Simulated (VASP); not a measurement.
```cif
data_structure
_symmetry_space_group_name_H-M 'P 1'
_symmetry_Int_Tables_number 1
_cell_length_a 4.0600
_cell_length_b 4.0600
_cell_length_c 4.0600
_cell_angle_alpha 90.000
_cell_angle_beta 90.000
_cell_angle_gamma 90.000
_cell_volume 66.92
loop_
_atom_site_label
_atom_site_type_symbol
_atom_site_fract_x
_atom_site_fract_y
_atom_site_fract_z
_atom_site_occupancy
Ti1 Ti 0.00000 0.00000 0.00000 1
Ti2 Ti 0.50000 0.50000 0.00000 1
Ti3 Ti 0.50000 0.00000 0.50000 1
Ti4 Ti 0.00000 0.50000 0.50000 1
```

Space group Fm-3m.

The calculation used VASP, Kohn-Sham DFT of a periodic cell, PBEsol, VASP PAW PBE potentials, recommended.

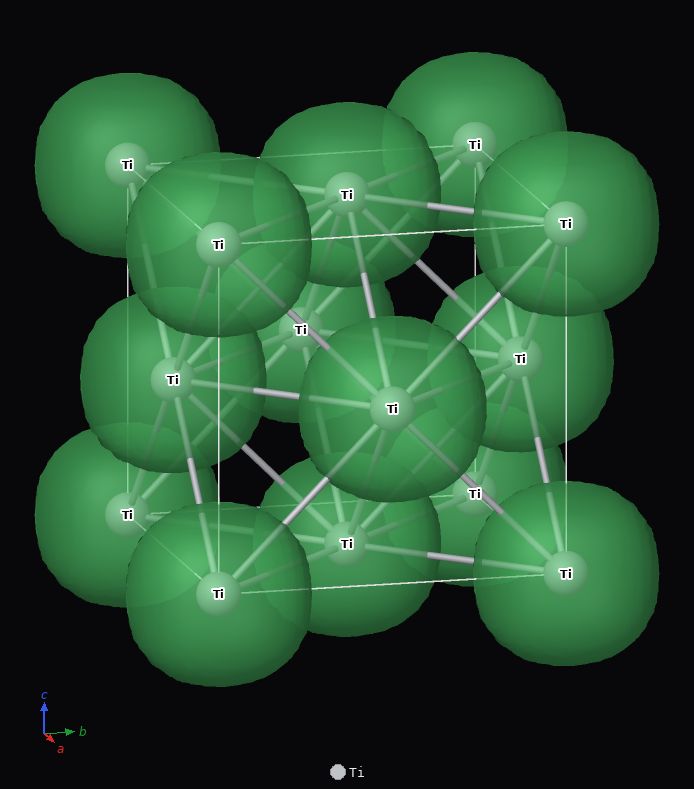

Ti. Isosurface of the valence charge density (pseudo) at 0.3 e/Å³ (green), seen slightly off an axis. Sticks mark near contacts.

The density is the valence pseudo-density of a PAW calculation; it isn't the true density close to the nuclei.

**What does this surface tell about the bonding?**

At this value the density breaks into separate islands; it holds about 80 % of the electrons treated as valence. It bridges none of the near contacts. It is pinched off along the sampled Ti–Ti (2.87 Å) contacts. On the grid the lowest density along these lines, outside the cores, is 0.2 e/Å³ (Ti–Ti, 2.87 Å).
